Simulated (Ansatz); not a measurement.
## GaP4: geometry relaxation (part 1 of 2)

The run: geometry relaxation of GaP4 (P4/mmm, 5 atoms in the cell). Method and program: DFT PBE, scalar-relativistic, plane waves, PAW, no spin polarisation (Ansatz 0.2.0).

The structure was made by a generator, so it may or may not be a known phase. Figures and captions count atoms from 1; the log counts them from 0 in places.

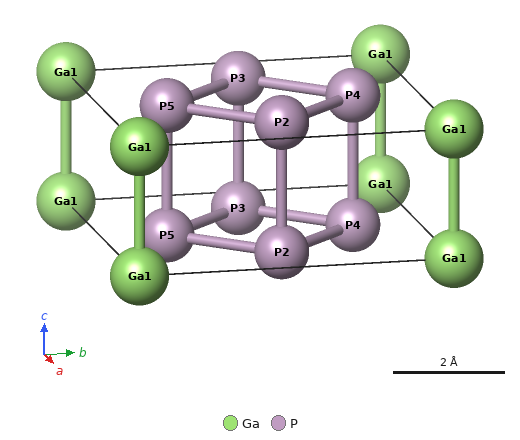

**Figure 1.** The structure as given in the input (ball-and-stick view of the cell of the calculation, seen slightly off an axis; atoms are numbered from 1 in the order of the input). Near neighbours in the crystal (not all of them lie inside the picture): Ga has 2 Ga at 2.42 Å; P has 5 P at 2.40 to 2.45 Å.

### The input
```yaml
crystal:
  lattice:
    - [5.8702636604, 0.0, 0.0]
    - [0.0, 5.8702636604, 0.0]
    - [0.0, 0.0, 2.4217931251]
  atoms:
    - { symbol: Ga, position: [0.0, 0.0, 0.0] }
    - { symbol: P, position: [0.7954363727, 0.5, 0.0] }
    - { symbol: P, position: [0.2045636273, 0.5, 0.0] }
    - { symbol: P, position: [0.5, 0.7954363727, 0.0] }
    - { symbol: P, position: [0.5, 0.2045636273, 0.0] }
basis:
  ecutwfc: 420
kpoints:
  mp_grid: { grid: [6, 6, 16] }
hamiltonian:
  xc: pbe
scf:
  occupations: { method: gaussian, width: 0.1 }
output:
  forces: true
  stress: true
  eigenvalues: true
  write_density: true
  write_potential: true
  elf: true
  volumetric_format: npy
relax:
  adjacent_minimum: "off"
  f_tol: 0.01
  max_steps: 80
  cell: { stress_tol: 0.05 }
```

Launch command:
```bash
ansatz run input.yaml --threads 1 --pin off --max-ram 2560MiB --backend cpu --events-out ev --progress --plain --runs-dir out
```

### The program's output
```
Engine: ansatz 0.2.0, aarch64-unknown-linux-gnu
Pseudopotentials: kind: paw
Pseudopotential: Ga, paw, valence charge 13, recommended cutoff 420 eV (normal), Ga.paw.azcp
Pseudopotential: P, paw, valence charge 5, recommended cutoff 420 eV (normal), P.paw.azcp
Functional definition: PBE
  parameter kappa = 0.804
  parameter beta = 0.06672455060314922
  exchange = pbe_x(kappa = kappa, mu = beta*pi^2/3)
  correlation = pbe_c(beta = beta)
Crystal: 5 atoms, lattice volume = 83.455 Å³
Basis set: ecut = 420 eV, 1621 PW (Γ), exchange–correlation on 80×80×36 points (8 copies of the dense FFT grid, shifted against one another)
Bands: 22, of which v1, the nominal top of the filled ones, is band 17 counted from 1 (16 counted from 0)
Symmetry: 16 space group operations
Space group: P4/mmm (ITA 123), of the structure as read, at distance tolerance 4.4e-5 Å
k-points: 90 of 576
Non-local potential: Ga, projectors of the file, l = 0: 2, l = 1: 2, l = 2: 3, l = 3: 1
Non-local potential: P, projectors of the file, l = 0: 2, l = 1: 2, l = 2: 2
PAW form: soft (Blöchl's): semilocal exchange-correlation on the pseudo side does not see the compensation charge
PAW one-centre angular grid: Ga, 590 points (default); XC on 64 Gauss nodes
PAW one-centre angular grid: P, 110 points (default); XC on 64 Gauss nodes
Initial density: superposition of atomic densities (neutral atoms: chi_scale 0, normalization atom), corrected by the library's trained network
Initial wavefunctions: pseudopotential atomic-orbital guess
Functional: x = pbe(κ = 0.804, μ = 0.2195149727645171), c = pbe(β = 0.06672455060314922)
SCF iter   1: F=—  HF=-6804.469901 eV  |F-HF|=—  |Δ(HF+E_count)|=         —  Δρ=3.64e-3  dr2=2.86e-2  ethr=1.77e-3  ⟨swp⟩=7.4  Hψ=11276  notcnv=0
preconditioner: auto → Kerker (q_TF=auto, 2.337 Å⁻¹)  [metal: Δε(μ)=0.012 eV  Ē_g=11.451 eV  σ=0.100 eV  W_gap=0.07  n_scr=12 (ndim 8)  ℏωp=23.4 eV  f_vac=0.000  D(μ)=2.88/eV (n_scr^D=20)]
SCF iter   2: F=—  HF=-6804.465506 eV  |F-HF|=—  |Δ(HF+E_count)|=   4.39e-3  Δρ=2.07e-3  dr2=9.70e-3  ethr=8.67e-5  ⟨swp⟩=1.9  Hψ=2951  notcnv=0  defer=1
SCF iter   3: F=—  HF=-6804.464194 eV  |F-HF|=—  |Δ(HF+E_count)|=   1.31e-3  Δρ=4.05e-4  dr2=8.52e-5  ethr=2.94e-5  ⟨swp⟩=2.3  Hψ=2489  notcnv=0  defer=2
SCF iter   4: F=—  HF=-6804.464159 eV  |F-HF|=—  |Δ(HF+E_count)|=   3.57e-5  Δρ=1.50e-4  dr2=2.20e-5  ethr=2.58e-7  ⟨swp⟩=2.0  Hψ=3419  notcnv=0  defer=2
SCF iter   5: F=—  HF=-6804.464155 eV  |F-HF|=—  |Δ(HF+E_count)|=   3.53e-6  Δρ=6.62e-5  dr2=6.08e-6  ethr=6.68e-8  ⟨swp⟩=2.1  Hψ=3312  notcnv=0  defer=2
SCF iter   6: F=—  HF=-6804.464156 eV  |F-HF|=—  |Δ(HF+E_count)|=   5.42e-7  Δρ=2.28e-5  dr2=4.54e-7  ethr=1.84e-8  ⟨swp⟩=2.6  Hψ=2941  notcnv=0  defer=2
SCF iter   7: F=-6804.464156 eV  HF=-6804.464156 eV  |F-HF|=1.84e-9  |Δ(HF+E_count)|=   1.10e-7  Δρ=5.32e-6  dr2=2.81e-8  ethr=3.03e-10  ⟨swp⟩=13.3  Hψ=15035  notcnv=0
SCF 1 converged in 7 iterations: F = -6804.464156 eV  dr2 = 2.81e-8
  greatest PAW one-centre occupation: 0.995 electrons in one spin orbital (limit 2), on the Ga atom at site 0 (counted from 0), in its partial waves of l = 2
relax step   1: F+E_penalty+E_count = -6804.46415585 eV  Δ(F+E_penalty+E_count) = +0.000e0 eV  max|allowed force component| = 4.479e-2 eV/Å  Δτ_max = 0.0000 Å  P = -0.451 GPa  Ω = 83.455 Å³  (7 SCF iters, dr2 threshold 1.00e-7 eV, accepted)
Crystal: 5 atoms, lattice volume = 82.654 Å³
Basis set: ecut = 420 eV, 1581 PW (Γ), exchange–correlation on 80×80×36 points (8 copies of the dense FFT grid, shifted against one another)
Initial density: handed on by an earlier stage of this run
Initial wavefunctions: those handed on with the density
iter 1 solved again at ethr=1.31e-6 eV; its pass at ethr=3.10e-3 eV (dr2=4.32e-4 eV) is discarded
SCF iter   1: F=—  HF=-6804.504339 eV  |F-HF|=—  |Δ(HF+E_count)|=         —  Δρ=7.77e-4  dr2=4.12e-4  ethr=1.31e-6  ⟨swp⟩=3.4  Hψ=14374  notcnv=0
preconditioner: auto → Kerker (q_TF=auto, 2.341 Å⁻¹)  [metal: Δε(μ)=0.007 eV  Ē_g=11.522 eV  σ=0.100 eV  W_gap=0.04  n_scr=12 (ndim 8)  ℏωp=23.5 eV  f_vac=0.000  D(μ)=2.13/eV (n_scr^D=8)]
SCF iter   2: F=—  HF=-6804.504295 eV  |F-HF|=—  |Δ(HF+E_count)|=   4.37e-5  Δρ=4.61e-4  dr2=1.51e-4  ethr=1.25e-6  ⟨swp⟩=1.0  Hψ=1986  notcnv=0
SCF iter   3: F=—  HF=-6804.504296 eV  |F-HF|=—  |Δ(HF+E_count)|=   6.37e-7  Δρ=1.49e-4  dr2=1.82e-5  ethr=4.57e-7  ⟨swp⟩=2.7  Hψ=3407  notcnv=0
SCF iter   4: F=—  HF=-6804.504280 eV  |F-HF|=—  |Δ(HF+E_count)|=   1.55e-5  Δρ=4.05e-5  dr2=1.40e-6  ethr=5.52e-8  ⟨swp⟩=2.0  Hψ=3285  notcnv=0
SCF iter   5: F=-6804.504281 eV  HF=-6804.504281 eV  |F-HF|=1.10e-7  |Δ(HF+E_count)|=   5.46e-7  Δρ=9.78e-6  dr2=6.09e-8  ethr=1.52e-9  ⟨swp⟩=12.0  Hψ=16069  notcnv=0
the search or the solves at the SCF's close seem to have found levels that the self-consistency loop had missed (the run counts 2). By its estimate they hold under 1e-12 electrons; where the run keeps them, the occupations were computed again with them
SCF 2 converged in 5 iterations: F = -6804.504281 eV  dr2 = 6.09e-8
relax step   2: F+E_penalty+E_count = -6804.50428054 eV  Δ(F+E_penalty+E_count) = -4.012e-2 eV  max|allowed force component| = 2.193e-3 eV/Å  Δτ_max = 0.0023 Å  P = -0.031 GPa  Ω = 82.654 Å³  energy of the carried Pulay correction = +1.490e-4 eV  (5 SCF iters, dr2 threshold 5.00e-7 eV, accepted)
Crystal: 5 atoms, lattice volume = 82.093 Å³
Basis set: ecut = 420 eV, 1613 PW (Γ), exchange–correlation on 80×80×36 points (8 copies of the dense FFT grid, shifted against one another)
iter 1 solved again at ethr=2.81e-5 eV; its pass at ethr=3.10e-3 eV (dr2=9.28e-3 eV) is discarded
SCF iter   1: F=—  HF=-6804.481200 eV  |F-HF|=—  |Δ(HF+E_count)|=         —  Δρ=3.14e-3  dr2=1.02e-2  ethr=2.81e-5  ⟨swp⟩=2.2  Hψ=14121  notcnv=0
preconditioner: auto → Kerker (q_TF=auto, 2.344 Å⁻¹)  [metal: Δε(μ)=0.013 eV  Ē_g=11.506 eV  σ=0.100 eV  W_gap=0.08  n_scr=12 (ndim 8)  ℏωp=23.5 eV  f_vac=0.000  D(μ)=2.41/eV (n_scr^D=12)]
SCF iter   2: F=—  HF=-6804.479485 eV  |F-HF|=—  |Δ(HF+E_count)|=   1.72e-3  Δρ=1.91e-3  dr2=3.63e-3  ethr=2.81e-5  ⟨swp⟩=1.1  Hψ=1989  notcnv=0
SCF iter   3: F=—  HF=-6804.478770 eV  |F-HF|=—  |Δ(HF+E_count)|=   7.15e-4  Δρ=5.81e-4  dr2=2.50e-4  ethr=1.10e-5  ⟨swp⟩=2.4  Hψ=3467  notcnv=0
SCF iter   4: F=—  HF=-6804.478505 eV  |F-HF|=—  |Δ(HF+E_count)|=   2.65e-4  Δρ=1.48e-4  dr2=1.34e-5  ethr=7.58e-7  ⟨swp⟩=2.2  Hψ=3426  notcnv=0
SCF iter   5: F=—  HF=-6804.478488 eV  |F-HF|=—  |Δ(HF+E_count)|=   1.67e-5  Δρ=3.86e-5  dr2=2.50e-6  ethr=4.07e-8  ⟨swp⟩=2.0  Hψ=3334  notcnv=0
SCF iter   6: F=-6804.478488 eV  HF=-6804.478488 eV  |F-HF|=2.85e-8  |Δ(HF+E_count)|=   5.74e-7  Δρ=1.03e-5  dr2=6.50e-8  ethr=1.52e-9  ⟨swp⟩=13.0  Hψ=17016  notcnv=0
the search or the solves at the SCF's close seem to have found levels that the self-consistency loop had missed (the run counts 5). By its estimate they hold under 1e-12 electrons; where the run keeps them, the occupations were computed again with them
SCF 3 converged in 6 iterations: F = -6804.478488 eV  dr2 = 6.50e-8
  Residual-converged pass: ⟨swp⟩=1.0  Hψ=2344  notcnv=0  max |occ|·‖R‖ = 7.0e-9 eV (tolerance 1.0e-8 eV)  dr2=6.50e-8  dr2_onsite=3.72e-8  max |Δocc| = 1.6e-9
relax step   3: F+E_penalty+E_count = -6804.47848771 eV  Δ(F+E_penalty+E_count) = +2.579e-2 eV  max|allowed force component| = 3.107e-2 eV/Å  Δτ_max = 0.0083 Å  P = +0.716 GPa  Ω = 82.093 Å³  energy of the carried Pulay correction = +2.544e-4 eV  (6 SCF iters, dr2 threshold 5.00e-7 eV, rejected (line search))
Crystal: 5 atoms, lattice volume = 82.844 Å³
Basis set: ecut = 420 eV, 1605 PW (Γ), exchange–correlation on 80×80×36 points (8 copies of the dense FFT grid, shifted against one another)
iter 1 solved again at ethr=1.05e-5 eV; its pass at ethr=3.10e-3 eV (dr2=3.47e-3 eV) is discarded
SCF iter   1: F=—  HF=-6804.525151 eV  |F-HF|=—  |Δ(HF+E_count)|=         —  Δρ=1.85e-3  dr2=3.69e-3  ethr=1.05e-5  ⟨swp⟩=2.0  Hψ=14044  notcnv=0
preconditioner: auto → Kerker (q_TF=auto, 2.340 Å⁻¹)  [metal: Δε(μ)=0.016 eV  Ē_g=11.451 eV  σ=0.100 eV  W_gap=0.09  n_scr=12 (ndim 8)  ℏωp=23.4 eV  f_vac=0.000  D(μ)=1.79/eV (n_scr^D=8)]
SCF iter   2: F=—  HF=-6804.524536 eV  |F-HF|=—  |Δ(HF+E_count)|=   6.15e-4  Δρ=1.12e-3  dr2=1.29e-3  ethr=1.05e-5  ⟨swp⟩=1.1  Hψ=2055  notcnv=0
SCF iter   3: F=—  HF=-6804.524301 eV  |F-HF|=—  |Δ(HF+E_count)|=   2.34e-4  Δρ=4.20e-4  dr2=1.38e-4  ethr=3.92e-6  ⟨swp⟩=2.4  Hψ=3463  notcnv=0
SCF iter   4: F=—  HF=-6804.524173 eV  |F-HF|=—  |Δ(HF+E_count)|=   1.29e-4  Δρ=9.34e-5  dr2=5.82e-6  ethr=4.18e-7  ⟨swp⟩=2.0  Hψ=3385  notcnv=0
SCF iter   5: F=—  HF=-6804.524158 eV  |F-HF|=—  |Δ(HF+E_count)|=   1.50e-5  Δρ=2.65e-5  dr2=5.47e-7  ethr=1.76e-8  ⟨swp⟩=2.0  Hψ=3353  notcnv=0
SCF iter   6: F=—  HF=-6804.524156 eV  |F-HF|=—  |Δ(HF+E_count)|=   1.80e-6  Δρ=5.24e-6  dr2=1.79e-8  ethr=1.66e-9  ⟨swp⟩=2.3  Hψ=3374  notcnv=0
SCF iter   7: F=—  HF=-6804.524156 eV  |F-HF|=—  |Δ(HF+E_count)|=   1.04e-8  Δρ=1.06e-6  dr2=1.12e-9  ethr=5.44e-11  ⟨swp⟩=2.1  Hψ=3323  notcnv=0
SCF iter   8: F=-6804.524156 eV  HF=-6804.524156 eV  |F-HF|=3.64e-12  |Δ(HF+E_count)|=  3.46e-10  Δρ=1.74e-7  dr2=2.94e-11  ethr=1.00e-12  ⟨swp⟩=7.4  Hψ=13151  notcnv=0
the search or the solves at the SCF's close seem to have found levels that the self-consistency loop had missed (the run counts 1). By its estimate they hold under 1e-12 electrons; where the run keeps them, the occupations were computed again with them
SCF 4 converged in 8 iterations: F = -6804.524156 eV  dr2 = 2.94e-11
relax step   4: F+E_penalty+E_count = -6804.52415605 eV  Δ(F+E_penalty+E_count) = -1.988e-2 eV  max|allowed force component| = 1.519e-2 eV/Å  Δτ_max = 0.0022 Å  P = -0.246 GPa  Ω = 82.844 Å³  energy of the carried Pulay correction = +1.135e-4 eV  (8 SCF iters, accepted)
Crystal: 5 atoms, lattice volume = 82.537 Å³
iter 1 solved again at ethr=1.10e-7 eV; its pass at ethr=3.10e-3 eV (dr2=3.64e-5 eV) is discarded
SCF iter   1: F=—  HF=-6804.524515 eV  |F-HF|=—  |Δ(HF+E_count)|=         —  Δρ=1.85e-4  dr2=3.82e-5  ethr=1.10e-7  ⟨swp⟩=3.0  Hψ=11845  notcnv=0
preconditioner: auto → Kerker (q_TF=auto, 2.342 Å⁻¹)  [metal: Δε(μ)=0.024 eV  Ē_g=11.488 eV  σ=0.100 eV  W_gap=0.13  n_scr=12 (ndim 8)  ℏωp=23.5 eV  f_vac=0.000  D(μ)=1.81/eV (n_scr^D=8)]
SCF iter   2: F=—  HF=-6804.524492 eV  |F-HF|=—  |Δ(HF+E_count)|=   2.24e-5  Δρ=1.15e-4  dr2=1.49e-5  ethr=1.10e-7  ⟨swp⟩=1.0  Hψ=1981  notcnv=0
SCF iter   3: F=—  HF=-6804.524491 eV  |F-HF|=—  |Δ(HF+E_count)|=   1.68e-6  Δρ=3.07e-5  dr2=7.86e-7  ethr=4.50e-8  ⟨swp⟩=2.1  Hψ=3130  notcnv=0
SCF iter   4: F=-6804.524490 eV  HF=-6804.524490 eV  |F-HF|=1.91e-8  |Δ(HF+E_count)|=   4.73e-7  Δρ=1.15e-5  dr2=1.34e-7  ethr=6.64e-10  ⟨swp⟩=11.7  Hψ=17825  notcnv=0
SCF 5 converged in 4 iterations: F = -6804.524490 eV  dr2 = 1.34e-7
relax step   5: F+E_penalty+E_count = -6804.52449002 eV  Δ(F+E_penalty+E_count) = -3.340e-4 eV  max|allowed force component| = 7.194e-3 eV/Å  Δτ_max = 0.0011 Å  P = +0.016 GPa  Ω = 82.537 Å³  energy of the carried Pulay correction = +1.709e-4 eV  (4 SCF iters, dr2 threshold 2.19e-7 eV, accepted)
Initial wavefunctions: pseudopotential atomic-orbital guess (no wavefunctions were taken with the density)
iter 1 solved again at ethr=2.38e-7 eV; its pass at ethr=3.10e-3 eV (dr2=7.87e-5 eV) is discarded
SCF iter   1: F=—  HF=-6804.524197 eV  |F-HF|=—  |Δ(HF+E_count)|=         —  Δρ=2.16e-4  dr2=9.84e-7  ethr=2.38e-7  ⟨swp⟩=3.8  Hψ=16795  notcnv=0
preconditioner: auto → Kerker (q_TF=auto, 2.342 Å⁻¹)  [metal: Δε(μ)=0.023 eV  Ē_g=11.486 eV  σ=0.100 eV  W_gap=0.13  n_scr=12 (ndim 8)  ℏωp=23.5 eV  f_vac=0.000  D(μ)=1.81/eV (n_scr^D=8)]
SCF iter   2: F=—  HF=-6804.524353 eV  |F-HF|=—  |Δ(HF+E_count)|=   1.56e-4  Δρ=1.10e-4  dr2=2.98e-7  ethr=2.98e-9  ⟨swp⟩=2.3  Hψ=3305  notcnv=0
SCF iter   3: F=—  HF=-6804.524409 eV  |F-HF|=—  |Δ(HF+E_count)|=   5.61e-5  Δρ=5.96e-6  dr2=1.63e-8  ethr=9.02e-10  ⟨swp⟩=2.0  Hψ=2653  notcnv=0
SCF iter   4: F=—  HF=-6804.524409 eV  |F-HF|=—  |Δ(HF+E_count)|=   5.05e-8  Δρ=3.21e-6  dr2=3.95e-9  ethr=4.95e-11  ⟨swp⟩=2.0  Hψ=3392  notcnv=0
SCF iter   5: F=—  HF=-6804.524409 eV  |F-HF|=—  |Δ(HF+E_count)|=   3.39e-8  Δρ=6.10e-7  dr2=3.14e-10  ethr=1.20e-11  ⟨swp⟩=2.2  Hψ=3294  notcnv=0
SCF iter   6: F=-6804.524409 eV  HF=-6804.524409 eV  |F-HF|=1.09e-11  |Δ(HF+E_count)|=  2.00e-11  Δρ=9.84e-8  dr2=1.35e-11  ethr=1.00e-12  ⟨swp⟩=8.7  Hψ=11321  notcnv=0
SCF 6 converged in 6 iterations: F = -6804.524409 eV  dr2 = 1.35e-11
relax step   6: F+E_penalty+E_count = -6804.52440866 eV  Δ(F+E_penalty+E_count) = +8.135e-5 eV  max|allowed force component| = 7.300e-3 eV/Å  Δτ_max = 0.0000 Å  P = +0.016 GPa  Ω = 82.537 Å³  stress off target by 3.97e-2 GPa  SCF on the basis re-selected at this cell (its energy is not comparable with the rows above)  (6 SCF iters)
```

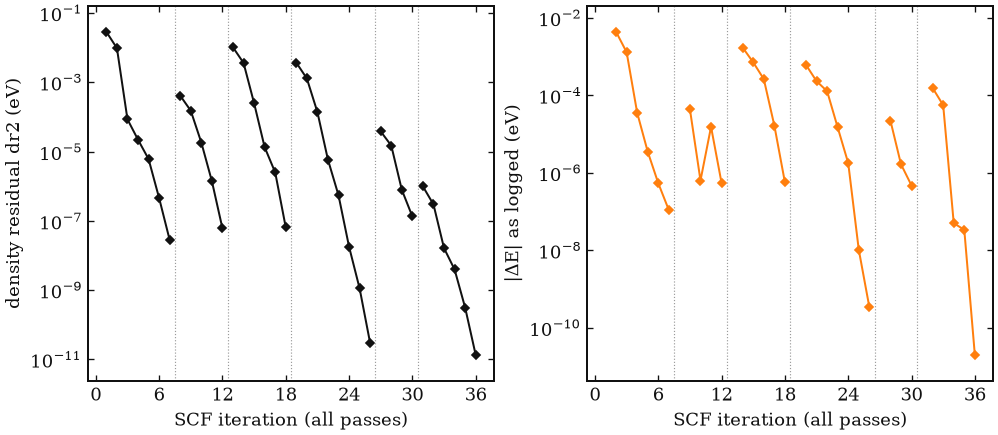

**Figure 2.** Convergence of the self-consistent field: density residual dr2 and size of the energy change against the SCF iteration. The dotted lines part the SCF passes of the relaxation: geometry steps, rejected trials and re-solves on a re-selected basis. The 6 passes take 4 to 8 iterations each, 36 in all.
